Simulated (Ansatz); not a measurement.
## Electron scattering at the Σ5 (210) boundary in fcc Al with Mg (substitutional)

How much does the Σ5 (210) boundary in fcc Al with Mg (substitutional) reflect electrons?

Main program and level: Ansatz 0.2.0; Ansatz plane-wave DFT, PBE, PAW files; relaxation of a bicrystal slab with its lowest layers held; PAW set soft_1, in the first sound run; inputs show where later runs differ.

## 1. The starting structure

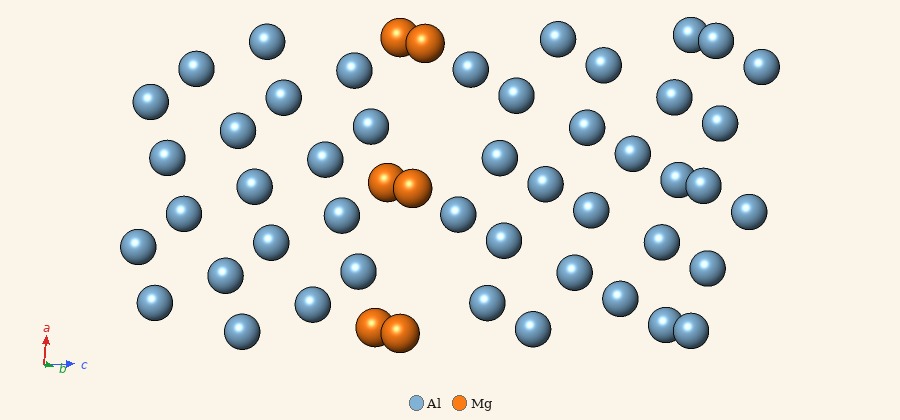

Start, viewed from the side, with the c axis across the page; aluminium light blue, magnesium orange. 2×1×1 cells are drawn. Some periodic images of atoms are drawn too.

The cell holds 21 atoms: 20 Al and 1 Mg. Its edges and angles: a = 4.958 Å, b = 4.048 Å, c = 30.008 Å, α = 90.0°, β = 90.0°, γ = 65.9°. It derives from Al. built on the (2 1 0) plane; 2 overlapping atoms removed and the grains opened by 0 Å. Vacuum lies along c.

## 2. Relaxing the bicrystal

The boundary is built by mirroring the lower grain in the boundary plane and removing any atoms that overlap; then the Mg is put in at the boundary. A thin bicrystal slab is relaxed first, with the lowest layers held and the upper grain free to shift and open.

input.yaml

```yaml
crystal:
  lattice:
    - [4.957730497, 0.0, 0.0]
    - [1.6525768323, 3.6952741352, 0.0]
    - [0.0, 0.0, 30.0082257911]
  atoms:
    - { symbol: Al, position: [0.6, 0.7000000001, 0.1666209804] }
    - { symbol: Al, position: [0.2, 0.4000000001, 0.1967844967] }
    - { symbol: Al, position: [0.8, 0.1000000001, 0.226948013] }
    - { symbol: Al, position: [0.4, 0.8000000001, 0.2571115294] }
    - { symbol: Al, position: [1.0, 0.5000000001, 0.2872750457] }
    - { symbol: Al, position: [0.6, 0.2, 0.3174385621] }
    - { symbol: Al, position: [0.2, 0.9, 0.3476020784] }
    - { symbol: Al, position: [0.8, 0.6, 0.3777655948] }
    - { symbol: Al, position: [0.4, 0.3, 0.4079291111] }
    - { symbol: Mg, position: [0.0, 0.0, 0.4380926274] }
    - { symbol: Al, position: [0.8, 0.6, 0.4984196601] }
    - { symbol: Al, position: [0.2, 0.9, 0.5285831765] }
    - { symbol: Al, position: [0.6, 0.2, 0.5587466928] }
    - { symbol: Al, position: [1.0, 0.5000000001, 0.5889102092] }
    - { symbol: Al, position: [0.4, 0.8000000001, 0.6190737255] }
    - { symbol: Al, position: [0.8, 0.1000000001, 0.6492372419] }
    - { symbol: Al, position: [0.2, 0.4000000001, 0.6794007582] }
    - { symbol: Al, position: [0.6, 0.7000000001, 0.7095642745] }
    - { symbol: Al, position: [1.0, 1.0e-10, 0.7397277909] }
    - { symbol: Al, position: [0.4, 0.3000000001, 0.7698913072] }
    - { symbol: Al, position: [0.8, 0.6000000001, 0.8000548236] }
kpoints:
  mp_grid: { grid: [6, 6, 1] }
hamiltonian:
  xc: pbe
  pseudopotentials: { kind: paw, azcp: { folder: soft_1 } }
scf:
  occupations: { method: fermi_dirac, width: 0.1 }
relax:
  f_tol: 0.03
  max_steps: 80
  constraints: [{ sites: [0, 1, 2, 3] }]
```

Command:

```sh
$ ansatz run input.yaml --threads 4 --pin off --max-ram 15360MiB --backend cpu --events-out ev --progress --plain --runs-dir out
```

Numbers of over 12 decimals in the logs are rounded to 6 here.

The program printed:

```text
Engine: ansatz 0.2.0, aarch64-unknown-linux-gnu
Pseudopotentials: kind: paw
Pseudopotential: Al, paw, valence charge 3, recommended cutoff 420 eV (normal), soft_1/Al.paw.azcp
Pseudopotential: Mg, paw, valence charge 10, recommended cutoff 420 eV (normal), soft_1/Mg.paw.azcp
Functional definition: PBE
  parameter kappa = 0.804
  parameter beta = 0.066725
  exchange = pbe_x(kappa = kappa, mu = beta*pi^2/3)
  correlation = pbe_c(beta = beta)
Crystal: 21 atoms, lattice volume = 549.756 Å³
Basis set: ecut = 420 eV, 10749 PW (Γ), exchange–correlation on 72×60×432 points (8 copies of the dense FFT grid, shifted against one another)
Bands: 56, of which v1, the nominal top of the filled ones, is band 35 counted from 1 (34 counted from 0)
Symmetry: 2 space group operations
Space group: Cm (ITA 8), of the structure as read, at distance tolerance 8.2e-5 Å
k-points: 13 of 36 (time reversal used)
Non-local potential: Al, projectors of the file, l = 0: 2, l = 1: 2, l = 2: 1
Non-local potential: Mg, projectors of the file, l = 0: 3, l = 1: 2, l = 2: 1
PAW form: soft (Blöchl's): semilocal exchange-correlation on the pseudo side does not see the compensation charge
PAW one-centre angular grid: Al, 110 points (default); XC on 64 Gauss nodes
PAW one-centre angular grid: Mg, 110 points (default); XC on 64 Gauss nodes
Initial density: superposition of atomic densities (neutral atoms: chi_scale 0, normalization atom)
Initial wavefunctions: pseudopotential atomic-orbital guess
Functional: x = pbe(κ = 0.804, μ = 0.219515), c = pbe(β = 0.066725)
SCF iter   1: F=—  HF=-12673.119818 eV  |F-HF|=—  |Δ(HF+E_count)|=         —  Δρ=2.12e-2  dr2=2.64e1  ethr=3.10e-3  ⟨swp⟩=8.8  Hψ=4105  notcnv=0  defer=13
preconditioner: auto → LDOS  [metal: Δε(μ)=0.015 eV  Ē_g=6.377 eV  σ=0.100 eV  W_gap=0.04  n_scr=80 (ndim 8)  ℏωp=12.5 eV  f_vac=0.234  D(μ)=9.25/eV (n_scr^D=50)  β→1.0]
SCF iter   2: F=—  HF=-12670.810910 eV  |F-HF|=—  |Δ(HF+E_count)|=    2.31e0  Δρ=9.04e-3  dr2=3.31e0  ethr=3.10e-3  ⟨swp⟩=5.3  Hψ=1854  notcnv=0  defer=37
SCF iter   3: F=—  HF=-12670.601421 eV  |F-HF|=—  |Δ(HF+E_count)|=   2.09e-1  Δρ=1.74e-3  dr2=1.12e-1  ethr=3.10e-3  ⟨swp⟩=4.2  Hψ=1171  notcnv=0  defer=29
SCF iter   4: F=—  HF=-12670.593324 eV  |F-HF|=—  |Δ(HF+E_count)|=   8.10e-3  Δρ=4.01e-4  dr2=2.26e-3  ethr=1.59e-4  ⟨swp⟩=2.6  Hψ=1314  notcnv=0  defer=27
SCF iter   5: F=—  HF=-12670.593418 eV  |F-HF|=—  |Δ(HF+E_count)|=   9.44e-5  Δρ=1.09e-4  dr2=6.10e-4  ethr=3.23e-6  ⟨swp⟩=2.0  Hψ=1045  notcnv=0  defer=27
SCF iter   6: F=-12670.593420 eV  HF=-12670.593428 eV  |F-HF|=7.63e-6  |Δ(HF+E_count)|=   9.96e-6  Δρ=2.52e-5  dr2=1.40e-5  ethr=3.21e-8  ⟨swp⟩=4.5  Hψ=2848  notcnv=0
SCF 1 converged in 6 iterations: F = -12670.593420 eV  dr2 = 1.40e-5
  greatest PAW one-centre occupation: 1.000 electrons in one spin orbital (limit 2), on the Mg atom at site 9 (counted from 0), in its partial waves of l = 0
relax step   1: F+E_penalty+E_count = -12670.59342043 eV  Δ(F+E_penalty+E_count) = +0.000e0 eV  max|allowed force component| = 3.995e-1 eV/Å  Δτ_max = 0.0000 Å  (6 SCF iters, dr2 threshold 2.25e-5 eV, accepted)
Initial density: handed on by an earlier stage of this run
Initial wavefunctions: those handed on with the density
iter 1 solved again at ethr=5.39e-4 eV; its pass at ethr=3.10e-3 eV (dr2=3.77e-1 eV) is discarded
SCF iter   1: F=—  HF=-12670.737754 eV  |F-HF|=—  |Δ(HF+E_count)|=         —  Δρ=2.89e-3  dr2=3.10e-1  ethr=5.39e-4  ⟨swp⟩=1.5  Hψ=3266  notcnv=0  defer=21
preconditioner: auto → LDOS  [metal: Δε(μ)=0.071 eV  Ē_g=6.254 eV  σ=0.100 eV  W_gap=0.17  n_scr=80 (ndim 8)  ℏωp=12.5 eV  f_vac=0.245  D(μ)=8.85/eV (n_scr^D=38)  β→1.0]
SCF iter   2: F=—  HF=-12670.712949 eV  |F-HF|=—  |Δ(HF+E_count)|=   2.48e-2  Δρ=8.83e-4  dr2=2.15e-2  ethr=4.42e-4  ⟨swp⟩=2.1  Hψ=964  notcnv=0  defer=21
SCF iter   3: F=—  HF=-12670.711269 eV  |F-HF|=—  |Δ(HF+E_count)|=   1.68e-3  Δρ=2.26e-4  dr2=2.02e-3  ethr=3.07e-5  ⟨swp⟩=2.1  Hψ=1008  notcnv=0  defer=21
SCF iter   4: F=—  HF=-12670.711084 eV  |F-HF|=—  |Δ(HF+E_count)|=   1.85e-4  Δρ=5.67e-5  dr2=1.04e-4  ethr=2.89e-6  ⟨swp⟩=2.0  Hψ=996  notcnv=0  defer=21
SCF iter   5: F=-12670.711080 eV  HF=-12670.711081 eV  |F-HF|=7.32e-7  |Δ(HF+E_count)|=   2.55e-6  Δρ=1.26e-5  dr2=1.92e-6  ethr=1.43e-8  ⟨swp⟩=3.8  Hψ=2932  notcnv=0
SCF 2 converged in 5 iterations: F = -12670.711080 eV  dr2 = 1.92e-6
relax step   2: F+E_penalty+E_count = -12670.71108038 eV  Δ(F+E_penalty+E_count) = -1.177e-1 eV  max|allowed force component| = 1.657e-1 eV/Å  Δτ_max = 0.1581 Å  (5 SCF iters, dr2 threshold 9.98e-6 eV, accepted)
iter 1 solved again at ethr=2.83e-4 eV; its pass at ethr=3.10e-3 eV (dr2=1.98e-1 eV) is discarded
SCF iter   1: F=—  HF=-12670.754486 eV  |F-HF|=—  |Δ(HF+E_count)|=         —  Δρ=2.40e-3  dr2=1.45e-1  ethr=2.83e-4  ⟨swp⟩=1.5  Hψ=2886  notcnv=0  defer=22
preconditioner: auto → LDOS  [metal: Δε(μ)=0.047 eV  Ē_g=6.250 eV  σ=0.100 eV  W_gap=0.12  n_scr=80 (ndim 8)  ℏωp=12.5 eV  f_vac=0.245  D(μ)=9.18/eV (n_scr^D=46)  β→1.0]
SCF iter   2: F=—  HF=-12670.742608 eV  |F-HF|=—  |Δ(HF+E_count)|=   1.19e-2  Δρ=4.42e-4  dr2=8.92e-3  ethr=2.08e-4  ⟨swp⟩=2.0  Hψ=834  notcnv=0  defer=22
SCF iter   3: F=—  HF=-12670.742078 eV  |F-HF|=—  |Δ(HF+E_count)|=   5.30e-4  Δρ=1.27e-4  dr2=4.01e-4  ethr=1.27e-5  ⟨swp⟩=1.9  Hψ=1054  notcnv=0  defer=22
SCF iter   4: F=—  HF=-12670.742044 eV  |F-HF|=—  |Δ(HF+E_count)|=   3.42e-5  Δρ=3.08e-5  dr2=3.16e-5  ethr=5.72e-7  ⟨swp⟩=2.4  Hψ=1077  notcnv=0  defer=22
SCF iter   5: F=-12670.742045 eV  HF=-12670.742045 eV  |F-HF|=4.33e-8  |Δ(HF+E_count)|=   7.77e-7  Δρ=6.44e-6  dr2=3.96e-7  ethr=2.45e-9  ⟨swp⟩=4.1  Hψ=3075  notcnv=0
SCF 3 converged in 5 iterations: F = -12670.742045 eV  dr2 = 3.96e-7
relax step   3: F+E_penalty+E_count = -12670.74204484 eV  Δ(F+E_penalty+E_count) = -3.096e-2 eV  max|allowed force component| = 1.016e-1 eV/Å  Δτ_max = 0.1143 Å  (5 SCF iters, dr2 threshold 1.72e-6 eV, accepted)
[... from here on, the SCF cycles and remarks between the steps are left out ...]
relax step   4: F+E_penalty+E_count = -12670.77163506 eV  Δ(F+E_penalty+E_count) = -2.959e-2 eV  max|allowed force component| = 1.209e-1 eV/Å  Δτ_max = 0.1948 Å  (5 SCF iters, dr2 threshold 1.77e-6 eV, accepted)
relax step   5: F+E_penalty+E_count = -12670.80175254 eV  Δ(F+E_penalty+E_count) = -3.012e-2 eV  max|allowed force component| = 8.555e-2 eV/Å  Δτ_max = 0.1939 Å  (5 SCF iters, dr2 threshold 5.49e-6 eV, accepted)
relax step   6: F+E_penalty+E_count = -12670.82773850 eV  Δ(F+E_penalty+E_count) = -2.599e-2 eV  max|allowed force component| = 4.948e-2 eV/Å  Δτ_max = 0.1985 Å  (5 SCF iters, dr2 threshold 3.66e-6 eV, accepted)
relax step   7: F+E_penalty+E_count = -12670.84505843 eV  Δ(F+E_penalty+E_count) = -1.732e-2 eV  max|allowed force component| = 6.135e-2 eV/Å  Δτ_max = 0.1952 Å  (7 SCF iters, accepted)
relax step   8: F+E_penalty+E_count = -12670.85356813 eV  Δ(F+E_penalty+E_count) = -8.510e-3 eV  max|allowed force component| = 1.521e-1 eV/Å  Δτ_max = 0.1943 Å  (5 SCF iters, dr2 threshold 1.26e-6 eV, accepted)
relax step   9: F+E_penalty+E_count = -12670.86599794 eV  Δ(F+E_penalty+E_count) = -1.243e-2 eV  max|allowed force component| = 5.595e-2 eV/Å  Δτ_max = 0.1941 Å  (4 SCF iters, dr2 threshold 2.31e-5 eV, accepted)
relax step  10: F+E_penalty+E_count = -12670.86785608 eV  Δ(F+E_penalty+E_count) = -1.858e-3 eV  max|allowed force component| = 7.162e-2 eV/Å  Δτ_max = 0.1916 Å  (6 SCF iters, accepted)
relax step  11: F+E_penalty+E_count = -12670.87350330 eV  Δ(F+E_penalty+E_count) = -5.647e-3 eV  max|allowed force component| = 4.533e-2 eV/Å  Δτ_max = 0.1600 Å  (6 SCF iters, accepted)
SCF iter   1: F=—  HF=-12670.875045 eV  |F-HF|=—  |Δ(HF+E_count)|=         —  Δρ=4.44e-4  dr2=2.86e-3  ethr=2.58e-5  ⟨swp⟩=2.6  Hψ=1686  notcnv=0  defer=18
preconditioner: auto → LDOS  [metal: Δε(μ)=0.039 eV  Ē_g=6.254 eV  σ=0.100 eV  W_gap=0.10  n_scr=80 (ndim 8)  ℏωp=12.5 eV  f_vac=0.250  D(μ)=8.81/eV (n_scr^D=38)  β→1.0]
SCF iter   2: F=—  HF=-12670.874549 eV  |F-HF|=—  |Δ(HF+E_count)|=   4.96e-4  Δρ=1.45e-4  dr2=4.96e-4  ethr=4.08e-6  ⟨swp⟩=2.5  Hψ=1314  notcnv=0  defer=18
SCF iter   3: F=—  HF=-12670.874521 eV  |F-HF|=—  |Δ(HF+E_count)|=   2.74e-5  Δρ=3.35e-5  dr2=2.44e-5  ethr=7.09e-7  ⟨swp⟩=2.2  Hψ=1044  notcnv=0  defer=18
SCF iter   4: F=—  HF=-12670.874538 eV  |F-HF|=—  |Δ(HF+E_count)|=   1.72e-5  Δρ=5.94e-6  dr2=3.77e-7  ethr=3.48e-8  ⟨swp⟩=2.0  Hψ=1101  notcnv=0  defer=18
SCF iter   5: F=-12670.874538 eV  HF=-12670.874538 eV  |F-HF|=3.09e-10  |Δ(HF+E_count)|=   2.12e-8  Δρ=1.57e-6  dr2=2.05e-8  ethr=1.43e-10  ⟨swp⟩=5.1  Hψ=2563  notcnv=0
SCF 12 converged in 5 iterations: F = -12670.874538 eV  dr2 = 2.05e-8
relax step  12: F+E_penalty+E_count = -12670.87453846 eV  Δ(F+E_penalty+E_count) = -1.035e-3 eV  max|allowed force component| = 2.966e-2 eV/Å  Δτ_max = 0.0269 Å  (5 SCF iters, accepted)
SCF converged after 5 iterations
Free energy (F): -12670.874538 eV
Harris-Foulkes:  -12670.874538 eV  (|F-HF|=3.09e-10)
Internal energy: -12670.581996 eV  (E = F + TS)
E sigma→0 (E₀):  -12670.728267 eV
Entropy (-TS):   -0.292542 eV (-13.931 meV/atom)
Fermi energy:    3.531718 eV
--- Per-component energies (eV) ---
  E_band       = -414.588999
  E_kinetic    = 501.304693
  E_local      = -17414.867720  (includes V_loc(G=0)·N_el)
  E_nonlocal   = 397.375630
  E_hartree    = 8408.810044
  E_xc         = -769.488519
  E_vxc        = -603.092256  (∫ρ·V_xc dr)
  E_paw        = -9688.574911  (= ΣΔE_a)
  E_vpaw       = -112.931042  (= ΣTr[D̂ρ^β])
  E_aug_tail   = -0.000176  (compensation charges beyond the density's cutoff)
  E_ewald      = 5894.858963
  E_smearing   = -0.292542  (= −TS)
  E_closure    = -0.000000  (closes the sum)
  Σ components = -12670.874538   (vs F -12670.874538, Δ=0.00e0)
--- Forces (eV/Å), atoms counted from 1 ---
  atom   1  Al    -0.02029546     0.00907641     0.29895244
  atom   2  Al    -0.06627036     0.02963700    -0.26544742
  atom   3  Al     0.04148038    -0.01855059    -0.05865062
  atom   4  Al     0.05301109    -0.02370728     0.03345551
  atom   5  Al    -0.01945990     0.00870273    -0.00262336
  atom   6  Al     0.01366945    -0.00611316    -0.01240039
  atom   7  Al    -0.01551485     0.00693845    -0.00868104
  atom   8  Al     0.01033774    -0.00462318     0.02966016
  atom   9  Al     0.01070460    -0.00478724    -0.00405564
  atom  10  Mg     0.00745116    -0.00333226     0.01663852
  atom  11  Al    -0.01868823     0.00835763    -0.01547628
  atom  12  Al    -0.00150007     0.00067085    -0.02186496
  atom  13  Al     0.00313483    -0.00140194    -0.00554955
  atom  14  Al     0.00917344    -0.00410249     0.01279639
  atom  15  Al    -0.00008200     0.00003667     0.00664013
  atom  16  Al    -0.00449193     0.00200885    -0.00065600
  atom  17  Al    -0.00864344     0.00386546     0.00656103
  atom  18  Al     0.00923238    -0.00412885     0.01092429
  atom  19  Al    -0.00758393     0.00339164    -0.00736704
  atom  20  Al     0.01636705    -0.00731957    -0.00306928
  atom  21  Al    -0.01203477     0.00538211    -0.00982874
  max |Σ_I F_I| component: 4.18e-5 eV/Å
--- Relaxed structure (12 steps of the walk, 12 accepted, 0 SCFs on fresh bases) ---
  F+E_penalty+E_count = -12670.87453846 eV   max|allowed force component| = 2.966e-2 eV/Å
  atoms:
    - { symbol: Al, position: [0.600000, 0.700000, 0.166621] }
    - { symbol: Al, position: [0.200000, 0.4, 0.1967844967] }
    - { symbol: Al, position: [0.800000, 0.100000, 0.226948] }
    - { symbol: Al, position: [0.400000, 0.800000, 0.2571115294] }
    - { symbol: Al, position: [1.008246, 0.495877, 0.287352] }
    - { symbol: Al, position: [0.611994, 0.194003, 0.317010] }
    - { symbol: Al, position: [0.216460, 0.891770, 0.347180] }
    - { symbol: Al, position: [0.809367, 0.595317, 0.377390] }
    - { symbol: Al, position: [0.417613, 0.291193, 0.408729] }
    - { symbol: Mg, position: [0.00513645, -0.00256822, 0.441093] }
    - { symbol: Al, position: [0.565924, 0.717038, 0.487673] }
    - { symbol: Al, position: [-0.082012, 1.041006, 0.530143] }
    - { symbol: Al, position: [0.320763, 0.339618, 0.551815] }
    - { symbol: Al, position: [0.711886, 0.644057, 0.585514] }
    - { symbol: Al, position: [0.117279, 0.941361, 0.616380] }
    - { symbol: Al, position: [0.511855, 0.244073, 0.645405] }
    - { symbol: Al, position: [-0.091839, 0.545920, 0.675895] }
    - { symbol: Al, position: [0.295294, 0.852353, 0.705419] }
    - { symbol: Al, position: [0.696208, 0.151896, 0.736478] }
    - { symbol: Al, position: [0.083683, 0.458159, 0.770790] }
    - { symbol: Al, position: [0.482638, 0.758681, 0.792539] }
```

Elapsed: 1.9 min, on 4 threads of Arm Neoverse V1, shared host; peak memory 1.1 GiB; 6.9 min of CPU time.

The steps of the relaxation:

```tsv
step	energy less that of the first step (eV)	largest force component (eV/Å)
1	0.0000	0.3995
2	-0.1177	0.1657
3	-0.1486	0.1016
4	-0.1782	0.1209
5	-0.2083	0.0855
6	-0.2343	0.0495
7	-0.2516	0.0614
8	-0.2601	0.1521
9	-0.2726	0.0560
10	-0.2744	0.0716
11	-0.2801	0.0453
12	-0.2811	0.0297
```

Forces are held to the 2 operations that the run works with; a distortion that breaks them can't arise in this run.

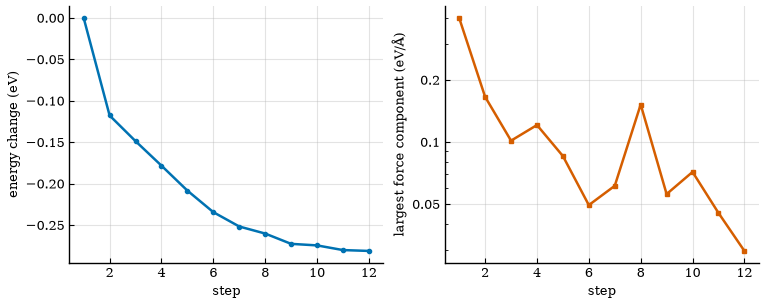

Energy and largest force along the relaxation.

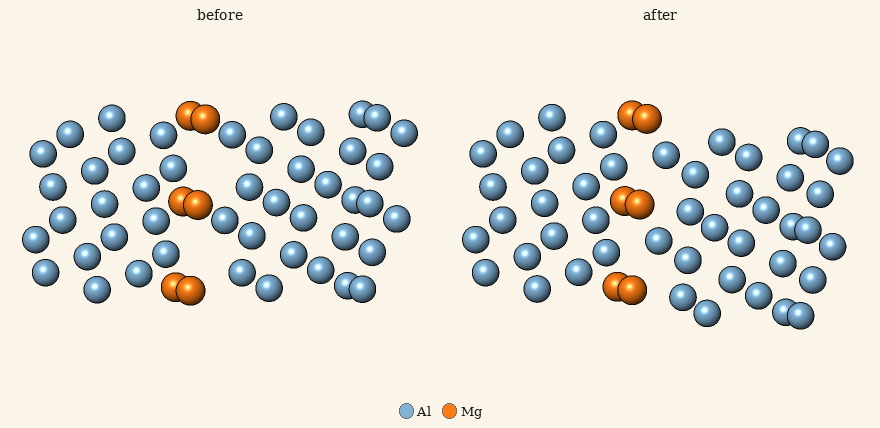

Before and after, at one scale.

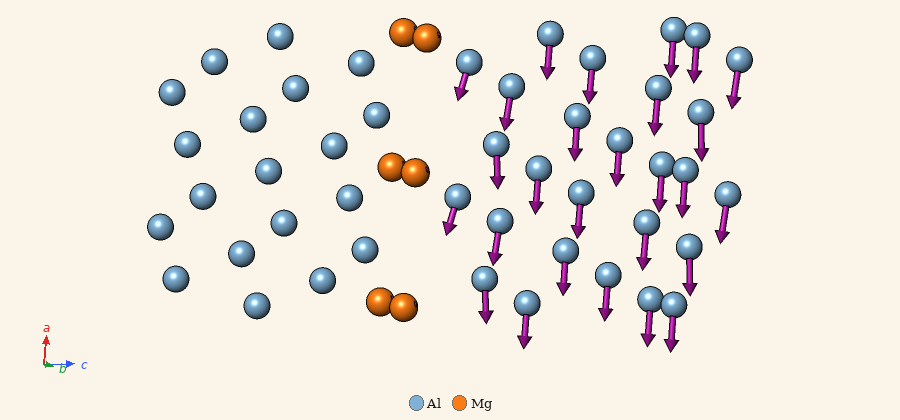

Displacements in the relaxation, scaled; the longest in the cell stands for 1.45 Å. 2×1×1 cells are drawn. Some periodic images of atoms are drawn too.

The atoms that moved most (Å):

```tsv
atom	dx	dy	dz	length
Al21	-1.311	0.586	-0.226	1.454
Al20	-1.307	0.584	0.027	1.432
Al18	-1.259	0.563	-0.124	1.385
Al19	-1.255	0.561	-0.098	1.378
Al17	-1.206	0.539	-0.105	1.325
Al16	-1.190	0.532	-0.115	1.309
Al14	-1.190	0.532	-0.102	1.308
Al15	-1.168	0.522	-0.081	1.282
```

The relaxed structure:

```cif
data_structure
_symmetry_space_group_name_H-M 'P 1'
_symmetry_Int_Tables_number 1
_cell_length_a 4.9577
_cell_length_b 4.0480
_cell_length_c 30.0082
_cell_angle_alpha 90.000
_cell_angle_beta 90.000
_cell_angle_gamma 65.905
_cell_volume 549.76
loop_
_atom_site_label
_atom_site_type_symbol
_atom_site_fract_x
_atom_site_fract_y
_atom_site_fract_z
_atom_site_occupancy
Al1 Al 0.60000 0.70000 0.16662 1
Al2 Al 0.20000 0.40000 0.19678 1
Al3 Al 0.80000 0.10000 0.22695 1
Al4 Al 0.40000 0.80000 0.25711 1
Al5 Al 0.00825 0.49588 0.28735 1
Al6 Al 0.61199 0.19400 0.31701 1
Al7 Al 0.21646 0.89177 0.34718 1
Al8 Al 0.80937 0.59532 0.37739 1
Al9 Al 0.41761 0.29119 0.40873 1
Mg10 Mg 0.00514 0.99743 0.44109 1
Al11 Al 0.56592 0.71704 0.48767 1
Al12 Al 0.91799 0.04101 0.53014 1
Al13 Al 0.32076 0.33962 0.55181 1
Al14 Al 0.71189 0.64406 0.58551 1
Al15 Al 0.11728 0.94136 0.61638 1
Al16 Al 0.51185 0.24407 0.64540 1
Al17 Al 0.90816 0.54592 0.67590 1
Al18 Al 0.29529 0.85235 0.70542 1
Al19 Al 0.69621 0.15190 0.73648 1
Al20 Al 0.08368 0.45816 0.77079 1
Al21 Al 0.48264 0.75868 0.79254 1
```

Numbers from this step:

* free energy: -12670.8745 eV
* energy at zero smearing: -12670.7283 eV
* Fermi energy: 3.532 eV

The largest force component on a free atom ends at 0.030 eV/Å, under the tolerance of 0.03, after 12 steps.

(Continued in part 2 of 2.)

[Logs are printed without paths, hosts, clocks, repeated set-up lines and the standing remarks that a program may print on its own settings, such as how far it seeks lower states.]

[Hosts, paths, dates, database ids (printed as entryN), source tags and the programs' standing remarks are cut or masked in the printed files.]
